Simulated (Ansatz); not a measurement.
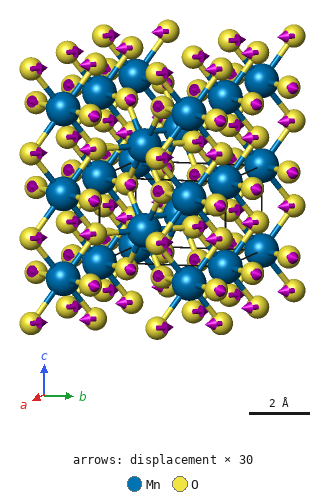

This is a relaxation of a crystal of MnO2 (built on the database_136 type) (coarse preliminary run). The starting structure is drawn; purple arrows show the displacements (the part carried along by the change of the cell is left out), magnified 30 times.

A ball-and-stick model of the cell of the calculation, repeated 2 × 1 × 2 with one cell outlined, seen slightly off an axis.

Case: structure reported for this formula (P4_2/mnm, No. 136).

Computed with DFT PBE, scalar-relativistic, plane waves, PAW in Ansatz.

Input file:
```yaml
crystal:
  lattice:
    - [4.396, 0.0, 0.0]
    - [0.0, 4.396, 0.0]
    - [0.0, 0.0, 2.871]
  atoms:
    - { symbol: Mn, position: [0.0, 0.0, 0.0], spin: 2.61 }
    - { symbol: Mn, position: [0.5, 0.5, 0.5], spin: 2.61 }
    - { symbol: O, position: [0.302, 0.302, 0.0], spin: 0.11 }
    - { symbol: O, position: [0.198, 0.802, 0.5], spin: 0.11 }
    - { symbol: O, position: [0.698, 0.698, 0.0], spin: 0.11 }
    - { symbol: O, position: [0.802, 0.198, 0.5], spin: 0.11 }
basis:
  ecutwfc: 420
kpoints:
  mp_grid: { grid: [4, 4, 6] }
hamiltonian:
  xc: pbe
scf:
  occupations: { method: gaussian, width: 0.1 }
  lower_state_search: "off"
output:
  forces: true
  stress: true
  eigenvalues: true
  populations: true
magnetization:
  spin_polarized: true
relax:
  adjacent_minimum: "off"
  f_tol: 0.04
  max_steps: 70
  cell: { stress_tol: 0.4 }
```

Command:
```bash
ansatz run input.yaml --threads 1 --pin off --max-ram 2560MiB --backend cpu --events-out ev --progress --plain --runs-dir out
```

### Which element moves most?

Oxygen: up to 0.021 Å, against 0.000 Å for manganese.

### Describe the change and its energy.

The largest moves relative to the cell, 0.021 Å, are those of O3, O4, O5 and O6. O5 goes along [−1 −1 0]. Mn stays in place. The drawn cell changes as follows: a = b 4.396 → 4.448 Å (+1.2 %), c 2.871 → 2.876 Å (+0.2 %); the volume changes by +2.6 %. Some distances before and after: Mn1–O3 1.877 → 1.921 Å. The space group stays P4_2/mnm (No. 136). After 3 accepted moves (4 points after the start) the energy has fallen by 7.9 meV per atom. Largest force component: 0.33 eV/Å at the start, 0.0047 eV/Å at the end. The pressure goes from 5.40 to 0.24 GPa. At 1 point the geometry stayed and the basis and grid were re-selected for the new cell (energy shift of 1.6 meV per atom at most each time). Cost: 32 s on 1 thread of Arm Neoverse V1, on a shared host, peak memory 0.37 GiB.
